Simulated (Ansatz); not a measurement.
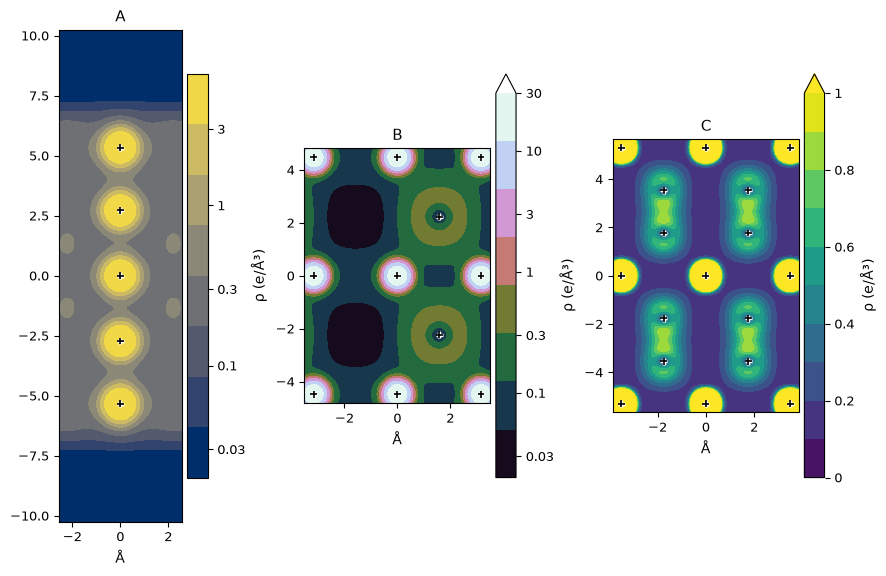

The valence electron density of 3 systems, each on a plane through atoms (crosses mark nuclei in the plane).

All numbers below come from DFT PBEsol, scalar-relativistic, plane waves, PAW (Ansatz 0.2.0).

System 1: MgB$_{2}$, the (110) plane of the conventional cell. Space group P6/mmm.

```xyz
3
Lattice="3.0642 0.0000 0.0000 -1.5321 2.6537 0.0000 0.0000 0.0000 3.4985" Properties=species:S:1:pos:R:3 pbc="T T T"
Mg    0.0000    0.0000    0.0000
B     0.0000    1.7691    1.7492
B     1.5321    0.8846    1.7492
```

System 2: Mo (slab), the (100) plane of the calculation cell, a cut from vacuum to vacuum. Computed without spin polarisation.

```
Mo
1.0
     4.42548    0.00000    0.00000
    -2.21274    3.83258    0.00000
     0.00000    0.00000   27.64687
Mo
15
Cartesian
  2.2128 1.2775 7.7702
  0.0000 2.5551 8.4829
  0.0000 0.0000 9.1959
  2.2128 1.2775 10.2150
  0.0000 2.5551 11.1049
  0.0000 0.0000 12.0267
  2.2128 1.2775 12.9183
  0.0000 2.5551 13.8234
  0.0000 0.0000 14.7286
  2.2128 1.2775 15.6202
  0.0000 2.5551 16.5420
  0.0000 0.0000 17.4319
  2.2128 1.2775 18.4510
  0.0000 2.5551 19.1640
  0.0000 0.0000 19.8767
```

System 3: Mg$_{2}$Si, the (110) plane of the conventional cell. Space group Fm-3m.

```
CELL_PARAMETERS angstrom
6.32678 0.00000 0.00000
0.00000 6.32678 0.00000
0.00000 0.00000 6.32678
ATOMIC_POSITIONS crystal
Mg 0.25000 0.25000 0.25000
Mg 0.75000 0.75000 0.25000
Mg 0.75000 0.25000 0.75000
Mg 0.25000 0.75000 0.75000
Mg 0.75000 0.25000 0.25000
Mg 0.25000 0.75000 0.25000
Mg 0.25000 0.25000 0.75000
Mg 0.75000 0.75000 0.75000
Si 0.00000 0.00000 0.00000
Si 0.50000 0.50000 0.00000
Si 0.50000 0.00000 0.50000
Si 0.00000 0.50000 0.50000
```

Question: Which map belongs to which system?

Answer: Panel A is system 2, Mo: the plane holds Mo. Mo–Mo (2.62 Å): ρ is about 0.47 e/Å³ halfway. Panel B is system 3, Mg$_{2}$Si: the plane holds Mg and Si. Mg–Si (2.74 Å): ρ is about 0.23 e/Å³ halfway. Panel C is system 1, MgB$_{2}$: the plane holds Mg and B. B–B (1.77 Å): ρ at the midpoint is about 0.83 e/Å³.
